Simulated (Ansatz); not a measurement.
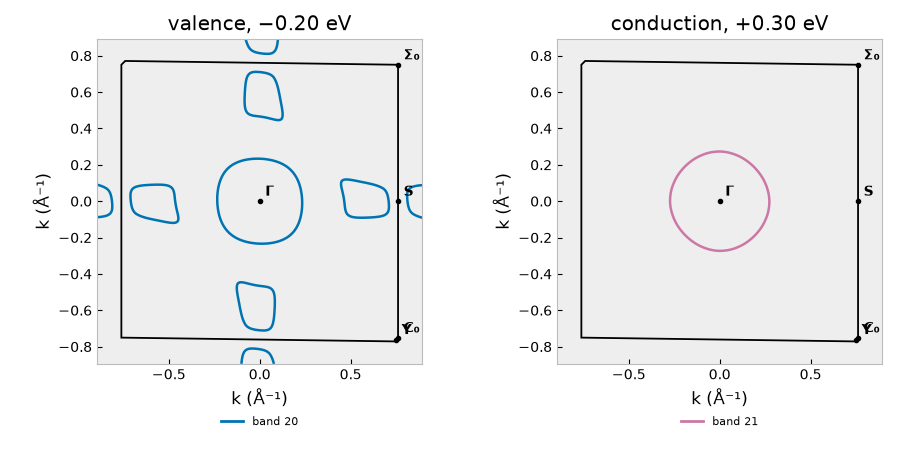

A single layer of PbS (space group of the slab cell Cmme): constant-energy contours at both band edges (energies from each edge).

Computed with Ansatz 0.2.0, DFT PBE, scalar-relativistic, plane waves, PAW; levels and slopes on a dense k mesh at the converged density. No spin polarisation. k mesh for the levels: 44×44×1. Cell and positions as given, without relaxation (largest force 0.4 eV/Å).

Masses come from a second pass at points close to the extrema; at the energies drawn a band may no longer be parabolic.

### What kind of gap has this crystal, and what size does the calculation give?

The gap is indirect, 1.29 eV at this level of theory (semilocal functionals give gaps that are too small, and can reorder valleys that lie close). It is nearly direct: the smallest vertical gap, at Γ, is only 1.31 eV, so the kind of gap isn't settled at this level. Another valley lies within 0.05 eV of an edge, so the kind of gap can change with the cell or the functional.

### Give the valleys and their effective masses.

Valence band (extrema up to 0.20 eV from the edge): four equivalent maxima on the Γ–S line, principal masses 0.16 and 0.26 mₑ; one maximum at Γ, 0.03 eV below the edge, principal masses 1.21 and 1.29 mₑ. Band 20 forms the valence edge.
Conduction band (extrema up to 0.30 eV from the edge): one minimum at Γ, mass 0.95 mₑ in all directions. Band 21 forms the conduction edge.

Spin-orbit coupling, left out here, can change the gap, its kind, the place of the band edges and the masses, since the compound holds Pb.
